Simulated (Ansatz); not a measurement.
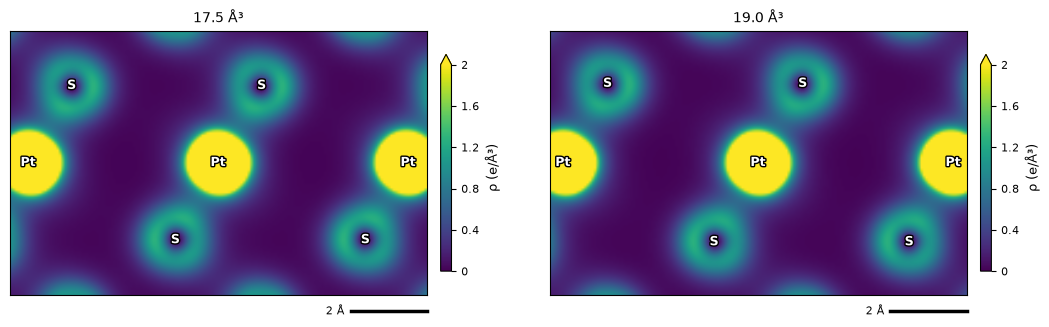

PtS₂. The valence pseudo-density of cells scaled evenly to different volumes (given per atom above each panel), on the (110) plane of each (indices in the axes of the cell below), at one length scale and on one colour scale.

Method: Kohn-Sham DFT of a periodic cell, PBE, Ansatz PAW in Ansatz.

In a PAW calculation such maps are meaningful between the atoms, not at the nuclei.

The largest cell:

```
Pt S
1.0
     3.58983    0.00000    0.00000
    -1.79491    3.10888    0.00000
     0.00000    0.00000    5.10511
Pt S
1 2
Cartesian
  0.0000 0.0000 0.0000
  1.7949 1.0363 3.9462
  0.0000 2.0726 1.1589
```

| volume (Å³/atom) | Pt–S contact in the plane (Å) | ρ at its midpoint (e/Å³) | pressure (GPa) | gap on the mesh (eV) | 
| --- | --- | --- | --- | --- |
| 17.53 | 2.312 | 0.776 | 19.5 | 1.06 | 
| 18.63 | 2.359 | ? | ? | ? | 
| 18.99 | 2.375 | 0.690 | 5.2 | 0.97 | 

### Estimate the missing row, and compare with the calculation.

Over the known rows ln ρ falls by 1.86 per Å of Pt–S distance (the line through the two), which gives 0.711 e/Å³ at 2.359 Å; the calculation gives 0.710 e/Å³. For the pressure, a straight line in volume between the neighbouring rows gives 8.7 GPa; the calculation gives 8.2, lower because pressure rises ever faster on compression. For the gap on the mesh, a straight line in volume between the neighbouring rows gives 0.99 eV; the calculation gives 1.00.
